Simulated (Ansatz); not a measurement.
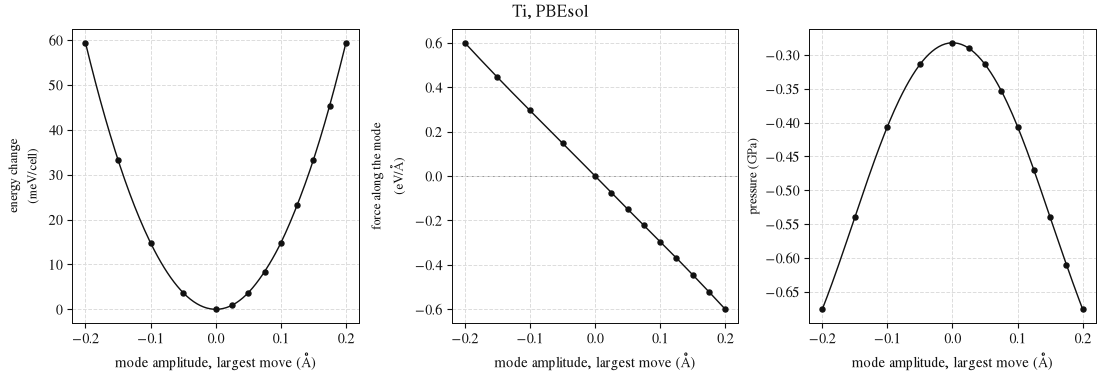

The plot gives the computed energy change, force along the mode and pressure against mode amplitude for Ti, space group Fm-3m (No. 225).

Structure:
```xyz
2
Lattice="0.0000 -2.0300 -2.0300 -2.0300 0.0000 -2.0300 2.0300 2.0300 -4.0600" Properties=species:S:1:pos:R:3 pbc="T T T"
Ti    0.0000    0.0000   -4.0600
Ti    0.0000    0.0000    0.0000
```

Displacement pattern for amplitude 1 (x, y, z for each atom, in the order of the cell):
```
atom      x      y      z
 Ti1   0.41   0.41   0.82
 Ti2  -0.41  -0.41  -0.82
```

Method: a normal mode of the cell frozen into a crystal at growing amplitude, by plane-wave density functional theory with PAW datasets, free energies less that of the undisturbed cell, pressure positive in compression; scalar-relativistic (Ansatz 0.2.0). Level: PBEsol, no spin polarisation.

| setting | value |
| --- | --- |
| wave cutoff | 420 eV |
| k mesh | 18×18×20 |
| occupations | Gaussian |
| smearing width | 0.15 eV |
| k shift | (0, 0, 0) (mesh steps) |
| start | as given |

The points at mode amplitude −0.15, −0.05, 0.1 and 0.2 follow from computed ones by symmetry.

### Does the undistorted structure sit at the bottom of the curve?

Yes: the energy rises on both sides of the starting structure, which is therefore a minimum along this path.

### How does the force along the mode vary with mode amplitude?

It falls from 0.60 eV/Å at mode amplitude −0.200 Å to −0.60 eV/Å at 0.200 Å, and changes sign near 0.000 Å.

### Read off the course of the pressure.

It goes from −0.676 GPa at mode amplitude −0.200 Å to −0.676 GPa at 0.200 Å, not monotonically, with a high of −0.282 GPa at 0.000 Å.

### What does the calculation give for the harmonic force constant k (E = k x²/2 near the start)?

2.99 eV/Å².

Caveats: reference crystal is not relaxed.
